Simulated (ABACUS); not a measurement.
## Run report: Rh, band-structure run (part 1 of 2)

Rh (Fm-3m, 1 atom in the cell), computed with Kohn-Sham DFT of a periodic cell, LDA, PseudoDojo NC SR 0.4.1 LDA standard, no spin polarisation (ABACUS 3.10.1).

The structure derives from an entry of the Crystallography Open Database.

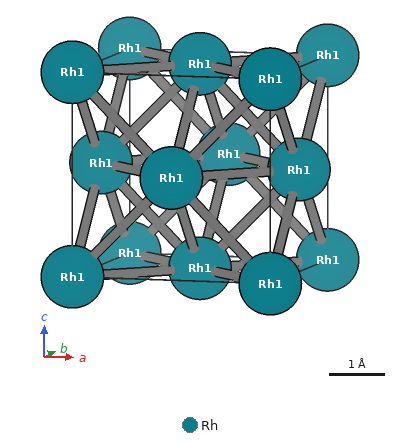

*The structure (ball-and-stick view of the cell 4 times as large as that of the calculation, set on its symmetry axes, seen slightly off an axis; atoms are numbered from 1 in the order of the input).*

Near neighbours in the crystal (not all of them lie inside the picture): Rh has 12 Rh at 2.68 Å.

Input file
```python
"""ABACUS run from a structure file: ASE reads it, the script writes STRU, KPT and INPUT."""
import re
import subprocess
import spglib
from ase import Atoms
from ase.io import read
from ase.units import Bohr

atoms = read("Rh.cif")
cell, frac, numbers = spglib.standardize_cell((atoms.cell[:], atoms.get_scaled_positions(), atoms.numbers), to_primitive=True, symprec=1e-4)
atoms = Atoms(numbers=numbers, cell=cell, scaled_positions=frac, pbc=True)  # the primitive cell
atoms = atoms[(-atoms.numbers).argsort(kind="stable")]  # ABACUS lists atoms element by element
pseudo = {'Rh': 'Rh.upf'}
orbital = {'Rh': 'Rh_confined-atom_7au_3s2p2d1f.orb'}
magmoms = None
kmesh = [11, 11, 11]
params = {
    'suffix': 'Rh',
    'calculation': 'scf',
    'basis_type': 'lcao',
    'pseudo_dir': './',
    'orbital_dir': './',
    'symmetry': 1,
    'dft_functional': 'pz',
    'ecutwfc': 100,
    'pseudo_rcut': 7,
    'nspin': 1,
    'nbands': 19,
    'ks_solver': 'genelpa',
    'smearing_method': 'fd',
    'smearing_sigma': 0.00367493,
    'scf_thr': 1e-07,
    'scf_nmax': 100,
    'mixing_type': 'broyden',
    'mixing_beta': 0.7,
    'cal_force': 1,
    'cal_stress': 1,
    'out_mul': 1,
    'out_chg': 1,
}

symbols = atoms.get_chemical_symbols()
elements = list(dict.fromkeys(symbols))
lines = ["ATOMIC_SPECIES"] + [f"{e} {atoms.get_masses()[symbols.index(e)]:.4f} {pseudo[e]}" for e in elements]
if orbital:
    lines += ["", "NUMERICAL_ORBITAL"] + [orbital[e] for e in elements]
lines += ["", "LATTICE_CONSTANT", f"{1 / Bohr:.10f}", "", "LATTICE_VECTORS"]
lines += [" ".join(f"{x:.10f}" for x in v) for v in atoms.cell]
lines += ["", "ATOMIC_POSITIONS", "Direct"]
for e in elements:
    lines += ["", e, "0.0", str(symbols.count(e))]
    for i, p in enumerate(atoms.get_scaled_positions(wrap=False)):
        if symbols[i] == e:
            mag = "" if magmoms is None else " mag " + " ".join(str(x) for x in (magmoms[i] if isinstance(magmoms[i], list) else [magmoms[i]]))
            lines.append(" ".join(f"{x:.10f}" for x in p) + " 1 1 1" + mag)
open("STRU", "w").write("\n".join(lines) + "\n")
open("KPT", "w").write("K_POINTS\n0\nGamma\n%d %d %d 0 0 0\n" % tuple(kmesh))
open("INPUT", "w").write("INPUT_PARAMETERS\n" + "".join(f"{k:<20s}{v}\n" for k, v in params.items()))

done = subprocess.run(['mpirun', '-np', '4', 'abacus'])
if done.returncode:
    raise SystemExit(done.returncode)
log = open("OUT.Rh/running_scf.log").read()
print("final energy (eV):", re.findall(r"FINAL_ETOT_IS (\S+)", log))
```

File Rh.cif
```
data_Rh
_cell_length_a 3.79570000
_cell_length_b 3.79570000
_cell_length_c 3.79570000
_cell_angle_alpha 90.00000000
_cell_angle_beta 90.00000000
_cell_angle_gamma 90.00000000
_space_group_name_H-M_alt 'Fm-3m'
_space_group_name_Hall '-F 4 2 3'
_space_group_IT_number 225
loop_
_space_group_symop_operation_xyz
'x,y,z'
'-x,-y,-z'
'-y,x,z'
'y,-x,-z'
'-x,-y,z'
'x,y,-z'
'y,-x,z'
'-y,x,-z'
'x,-y,-z'
'-x,y,z'
'-y,-x,-z'
'y,x,z'
'-x,y,-z'
'x,-y,z'
'y,x,-z'
'-y,-x,z'
'z,x,y'
'-z,-x,-y'
'z,-y,x'
'-z,y,-x'
'z,-x,-y'
'-z,x,y'
'z,y,-x'
'-z,-y,x'
'-z,x,-y'
'z,-x,y'
'-z,-y,-x'
'z,y,x'
'-z,-x,y'
'z,x,-y'
'-z,y,x'
'z,-y,-x'
'y,z,x'
'-y,-z,-x'
'x,z,-y'
'-x,-z,y'
'-y,z,-x'
'y,-z,x'
'-x,z,y'
'x,-z,-y'
'-y,-z,x'
'y,z,-x'
'-x,-z,-y'
'x,z,y'
'y,-z,-x'
'-y,z,x'
'x,-z,y'
'-x,z,-y'
'x,y+1/2,z+1/2'
'-x,-y+1/2,-z+1/2'
'-y,x+1/2,z+1/2'
'y,-x+1/2,-z+1/2'
'-x,-y+1/2,z+1/2'
'x,y+1/2,-z+1/2'
'y,-x+1/2,z+1/2'
'-y,x+1/2,-z+1/2'
'x,-y+1/2,-z+1/2'
'-x,y+1/2,z+1/2'
'-y,-x+1/2,-z+1/2'
'y,x+1/2,z+1/2'
'-x,y+1/2,-z+1/2'
'x,-y+1/2,z+1/2'
'y,x+1/2,-z+1/2'
'-y,-x+1/2,z+1/2'
'z,x+1/2,y+1/2'
'-z,-x+1/2,-y+1/2'
'z,-y+1/2,x+1/2'
'-z,y+1/2,-x+1/2'
'z,-x+1/2,-y+1/2'
'-z,x+1/2,y+1/2'
'z,y+1/2,-x+1/2'
'-z,-y+1/2,x+1/2'
'-z,x+1/2,-y+1/2'
'z,-x+1/2,y+1/2'
'-z,-y+1/2,-x+1/2'
'z,y+1/2,x+1/2'
'-z,-x+1/2,y+1/2'
'z,x+1/2,-y+1/2'
'-z,y+1/2,x+1/2'
'z,-y+1/2,-x+1/2'
'y,z+1/2,x+1/2'
'-y,-z+1/2,-x+1/2'
'x,z+1/2,-y+1/2'
'-x,-z+1/2,y+1/2'
'-y,z+1/2,-x+1/2'
'y,-z+1/2,x+1/2'
'-x,z+1/2,y+1/2'
'x,-z+1/2,-y+1/2'
'-y,-z+1/2,x+1/2'
'y,z+1/2,-x+1/2'
'-x,-z+1/2,-y+1/2'
'x,z+1/2,y+1/2'
'y,-z+1/2,-x+1/2'
'-y,z+1/2,x+1/2'
'x,-z+1/2,y+1/2'
'-x,z+1/2,-y+1/2'
'x+1/2,y,z+1/2'
'-x+1/2,-y,-z+1/2'
'-y+1/2,x,z+1/2'
'y+1/2,-x,-z+1/2'
'-x+1/2,-y,z+1/2'
'x+1/2,y,-z+1/2'
'y+1/2,-x,z+1/2'
'-y+1/2,x,-z+1/2'
'x+1/2,-y,-z+1/2'
'-x+1/2,y,z+1/2'
'-y+1/2,-x,-z+1/2'
'y+1/2,x,z+1/2'
'-x+1/2,y,-z+1/2'
'x+1/2,-y,z+1/2'
'y+1/2,x,-z+1/2'
'-y+1/2,-x,z+1/2'
'z+1/2,x,y+1/2'
'-z+1/2,-x,-y+1/2'
'z+1/2,-y,x+1/2'
'-z+1/2,y,-x+1/2'
'z+1/2,-x,-y+1/2'
'-z+1/2,x,y+1/2'
'z+1/2,y,-x+1/2'
'-z+1/2,-y,x+1/2'
'-z+1/2,x,-y+1/2'
'z+1/2,-x,y+1/2'
'-z+1/2,-y,-x+1/2'
'z+1/2,y,x+1/2'
'-z+1/2,-x,y+1/2'
'z+1/2,x,-y+1/2'
'-z+1/2,y,x+1/2'
'z+1/2,-y,-x+1/2'
'y+1/2,z,x+1/2'
'-y+1/2,-z,-x+1/2'
'x+1/2,z,-y+1/2'
'-x+1/2,-z,y+1/2'
'-y+1/2,z,-x+1/2'
'y+1/2,-z,x+1/2'
'-x+1/2,z,y+1/2'
'x+1/2,-z,-y+1/2'
'-y+1/2,-z,x+1/2'
'y+1/2,z,-x+1/2'
'-x+1/2,-z,-y+1/2'
'x+1/2,z,y+1/2'
'y+1/2,-z,-x+1/2'
'-y+1/2,z,x+1/2'
'x+1/2,-z,y+1/2'
'-x+1/2,z,-y+1/2'
'x+1/2,y+1/2,z'
'-x+1/2,-y+1/2,-z'
'-y+1/2,x+1/2,z'
'y+1/2,-x+1/2,-z'
'-x+1/2,-y+1/2,z'
'x+1/2,y+1/2,-z'
'y+1/2,-x+1/2,z'
'-y+1/2,x+1/2,-z'
'x+1/2,-y+1/2,-z'
'-x+1/2,y+1/2,z'
'-y+1/2,-x+1/2,-z'
'y+1/2,x+1/2,z'
'-x+1/2,y+1/2,-z'
'x+1/2,-y+1/2,z'
'y+1/2,x+1/2,-z'
'-y+1/2,-x+1/2,z'
'z+1/2,x+1/2,y'
'-z+1/2,-x+1/2,-y'
'z+1/2,-y+1/2,x'
'-z+1/2,y+1/2,-x'
'z+1/2,-x+1/2,-y'
'-z+1/2,x+1/2,y'
'z+1/2,y+1/2,-x'
'-z+1/2,-y+1/2,x'
'-z+1/2,x+1/2,-y'
'z+1/2,-x+1/2,y'
'-z+1/2,-y+1/2,-x'
'z+1/2,y+1/2,x'
'-z+1/2,-x+1/2,y'
'z+1/2,x+1/2,-y'
'-z+1/2,y+1/2,x'
'z+1/2,-y+1/2,-x'
'y+1/2,z+1/2,x'
'-y+1/2,-z+1/2,-x'
'x+1/2,z+1/2,-y'
'-x+1/2,-z+1/2,y'
'-y+1/2,z+1/2,-x'
'y+1/2,-z+1/2,x'
'-x+1/2,z+1/2,y'
'x+1/2,-z+1/2,-y'
'-y+1/2,-z+1/2,x'
'y+1/2,z+1/2,-x'
'-x+1/2,-z+1/2,-y'
'x+1/2,z+1/2,y'
'y+1/2,-z+1/2,-x'
'-y+1/2,z+1/2,x'
'x+1/2,-z+1/2,y'
'-x+1/2,z+1/2,-y'
loop_
_atom_site_label
_atom_site_type_symbol
_atom_site_symmetry_multiplicity
_atom_site_Wyckoff_symbol
_atom_site_fract_x
_atom_site_fract_y
_atom_site_fract_z
_atom_site_occupancy
Rh1 Rh 4 a 0.0000000000 0.0000000000 0.0000000000 1
```

File INPUT
```
INPUT_PARAMETERS
suffix              Rh
calculation         scf
basis_type          lcao
pseudo_dir          ./
orbital_dir         ./
symmetry            1
dft_functional      pz
ecutwfc             100
pseudo_rcut         7
nspin               1
nbands              19
ks_solver           genelpa
smearing_method     fd
smearing_sigma      0.00367493
scf_thr             1e-07
scf_nmax            100
mixing_type         broyden
mixing_beta         0.7
cal_force           1
cal_stress          1
out_mul             1
out_chg             1
```

File STRU
```
ATOMIC_SPECIES
Rh 102.9055 Rh.upf

NUMERICAL_ORBITAL
Rh_confined-atom_7au_3s2p2d1f.orb

LATTICE_CONSTANT
1.8897261258

LATTICE_VECTORS
0.0000000000 1.8978500000 1.8978500000
1.8978500000 0.0000000000 1.8978500000
1.8978500000 1.8978500000 0.0000000000

ATOMIC_POSITIONS
Direct

Rh
0.0
1
0.0000000000 0.0000000000 -0.0000000000 1 1 1
```

File KPT
```
K_POINTS
0
Gamma
11 11 11 0 0 0
```

Machine: 4 threads of Intel Xeon @ 2.50GHz (Skylake/Cascade Lake), 64 GiB of memory available, shared host.

Command:
```bash
OMP_NUM_THREADS=1 python run_abacus.py > log
```

The program's output
```
ABACUS v3.10.1

               Atomic-orbital Based Ab-initio Computation at UStc

 ------------------------------------------------------------------------------------

 READING GENERAL INFORMATION
                           global_out_dir = OUT.Rh/
                           global_in_card = INPUT
                               pseudo_dir = ./
                              orbital_dir = ./
                                    DSIZE = 4
                                    GSIZE = 1

 READING UNITCELL INFORMATION
                                    ntype = 1
                  lattice constant (Bohr) = 1.88973
              lattice constant (Angstrom) = 1

 READING ATOM TYPE 1
                               atom label = Rh
                      L=0, number of zeta = 3
                      L=1, number of zeta = 2
                      L=2, number of zeta = 2
                      L=3, number of zeta = 1
             number of atom for this type = 1

                        TOTAL ATOM NUMBER = 1
DIRECT COORDINATES
    atom                   x                   y                   z     mag                  vx                  vy                  vz
taud_Rh1            0.0000000000        0.0000000000        0.0000000000  0.0000        0.0000000000        0.0000000000        0.0000000000

                          Volume (Bohr^3) = 92.2597
                             Volume (A^3) = 13.6715

 Lattice vectors: (Cartesian coordinate: in unit of a_0)
                   +0            +1.89785            +1.89785
             +1.89785                  +0            +1.89785
             +1.89785            +1.89785                  +0
 Reciprocal vectors: (Cartesian coordinate: in unit of 2 pi/a_0)
            -0.263456           +0.263456           +0.263456
            +0.263456           -0.263456           +0.263456
            +0.263456           +0.263456           -0.263456
 The esolver type has been set to : ksdft_lcao

                PAO radial cut off (Bohr) = 7

 Read in pseudopotential file is Rh.upf
                     pseudopotential type = NC
          exchange-correlation functional = SLAPWNOGXNOGC
                 nonlocal core correction = 1
                        valence electrons = 17
                                     lmax = 2
                           number of zeta = 4
                     number of projectors = 6
                           L of projector = 0
                           L of projector = 0
                           L of projector = 1
                           L of projector = 1
                           L of projector = 2
                           L of projector = 2
 XC functional updated to : pz
          exchange-correlation functional = PZ
     initial pseudo atomic orbital number = 10

 SETUP THE ELECTRONS NUMBER
            electron number of element Rh = 17
      total electron number of element Rh = 17
            AUTOSET number of electrons:  = 17
                           occupied bands = 9
                                   NLOCAL = 26
                                   NBANDS = 19
                                   NBANDS = 19
                                   NLOCAL = 26

%%%%%%%%%%%%%%%%%%%%%%%%%%%%%%%%%%%%%%%%%%%%%%%%%%%%%%%%%%%%%%%%%%%%%%%%%%%%%%%%%%%%%%%%%%%%%%%%%%%%%%%%%%
 Warning: the number of valence electrons in pseudopotential > 9 for Rh: [Kr] 4d8 5s1
 Pseudopotentials with additional electrons can yield (more) accurate outcomes, but may be less efficient.
 If you're confident that your chosen pseudopotential is appropriate, you can safely ignore this warning.
%%%%%%%%%%%%%%%%%%%%%%%%%%%%%%%%%%%%%%%%%%%%%%%%%%%%%%%%%%%%%%%%%%%%%%%%%%%%%%%%%%%%%%%%%%%%%%%%%%%%%%%%%%

 SETUP THE PLANE WAVE BASIS
 energy cutoff for charge/potential (unit:Ry) = 400
            fft grid for charge/potential = [ 36, 36, 36 ]
                        fft grid division = [ 3, 3, 3 ]
        big fft grid for charge/potential = [ 12, 12, 12 ]
                                     nbxx = 432
                                     nrxx = 11664

 SETUP PLANE WAVES FOR CHARGE/POTENTIAL
                    number of plane waves = 12387
                         number of sticks = 703

 PARALLEL PW FOR CHARGE/POTENTIAL
     PROC   COLUMNS(POT)             PW
        1            176           3097
        2            176           3098
        3            176           3097
        4            175           3095
 --------------- sum -------------------
        4            703          12387
                            number of |g| = 172
                                  max |g| = 36.0927
                                  min |g| = 0.208227

----------- Double Check Mixing Parameters Begin ------------
mixing_type: broyden
mixing_beta: 0.7
mixing_gg0: 1
mixing_gg0_min: 0.1
mixing_ndim: 8
----------- Double Check Mixing Parameters End ------------

 LATTICE VECTORS: (CARTESIAN COORDINATE: IN UNIT OF A0)
                   +0            +1.89785            +1.89785
             +1.89785                  +0            +1.89785
             +1.89785            +1.89785                  +0
                       right hand lattice = 1
                                   NORM_A = 2.68397
                                   NORM_B = 2.68397
                                   NORM_C = 2.68397
                           ALPHA (DEGREE) = 60
                           BETA  (DEGREE) = 60
                           GAMMA (DEGREE) = 60

 The lattice vectors have been changed (STRU_SIMPLE.cif)

(for optimal symmetric configuration:)
                             BRAVAIS TYPE = 3
                     BRAVAIS LATTICE NAME = 03. Cubic F (face-centered)
                                    ibrav = 3
                                    IBRAV = 3
                                  BRAVAIS = FACE CENTERED CUBIC
                       LATTICE CONSTANT A = 3.7957
Original cell was already a primitive cell.
                        ROTATION MATRICES = 48
              PURE POINT GROUP OPERATIONS = 48
                   SPACE GROUP OPERATIONS = 48
                              POINT GROUP = O_h
               POINT GROUP IN SPACE GROUP = O_h

 SETUP K-POINTS
                                    nspin = 1
                   Input type of k points = Monkhorst-Pack(Gamma)
                                   nkstot = 1331
                       right hand lattice = 1
(for reciprocal lattice: )
                             BRAVAIS TYPE = 2
                     BRAVAIS LATTICE NAME = 02. Cubic I (body-centered)
                                    ibrav = 2
                       right hand lattice = 1
(for k-lattice: )
                             BRAVAIS TYPE = 2
                     BRAVAIS LATTICE NAME = 02. Cubic I (body-centered)
                                    ibrav = 2
                       right hand lattice = 1
                        ROTATION MATRICES = 48
                               nkstot_ibz = 56
K-POINTS REDUCTION ACCORDING TO SYMMETRY
     IBZ    DIRECT_X    DIRECT_Y    DIRECT_Z  WEIGHT  ibz2bz
       1  0.00000000  0.00000000  0.00000000  0.0008       0
       2  0.09090909  0.09090909  0.09090909  0.0060       1
       3  0.18181818  0.18181818  0.18181818  0.0060       2
       4  0.27272727  0.27272727  0.27272727  0.0060       3
       5  0.36363636  0.36363636  0.36363636  0.0060       4
       6  0.45454545  0.45454545  0.45454545  0.0060       5
       7  0.09090909  0.09090909  0.00000000  0.0045      12
       8  0.18181818  0.18181818  0.09090909  0.0180      13
       9  0.27272727  0.27272727  0.18181818  0.0180      14
      10  0.36363636  0.36363636  0.27272727  0.0180      15
      11  0.45454545  0.45454545  0.36363636  0.0180      16
      12 -0.45454545  0.45454545  0.45454545  0.0180      17
      13  0.45454545  0.36363636  0.36363636  0.0180      18
      14  0.36363636  0.27272727  0.27272727  0.0180      19
      15  0.27272727  0.18181818  0.18181818  0.0180      20
      16  0.18181818  0.09090909  0.09090909  0.0090      21
      17  0.18181818  0.18181818  0.00000000  0.0045      24
      18  0.27272727  0.27272727  0.09090909  0.0180      25
      19  0.36363636  0.36363636  0.18181818  0.0180      26
      20  0.45454545  0.45454545  0.27272727  0.0180      27
      21 -0.36363636  0.45454545  0.45454545  0.0180      28
      22 -0.45454545  0.36363636  0.36363636  0.0180      29
      23  0.45454545  0.27272727  0.27272727  0.0180      30
      24  0.36363636  0.18181818  0.18181818  0.0090      31
      25  0.27272727  0.27272727  0.00000000  0.0045      36
      26  0.36363636  0.36363636  0.09090909  0.0180      37
      27  0.45454545  0.45454545  0.18181818  0.0180      38
      28 -0.27272727  0.45454545  0.45454545  0.0180      39
      29 -0.36363636  0.36363636  0.36363636  0.0180      40
      30 -0.45454545  0.27272727  0.27272727  0.0090      41
[... 26 further k points ...]

                               nkstot now = 56
[... K-POINTS DIRECT COORDINATES: 56 rows ...]

           k-point number in this process = 56
       minimum distributed K point number = 56
[... stars of the k points ...]

[... K-POINTS CARTESIAN COORDINATES: 56 rows ...]

[... K-POINTS DIRECT COORDINATES: 56 rows ...]
```
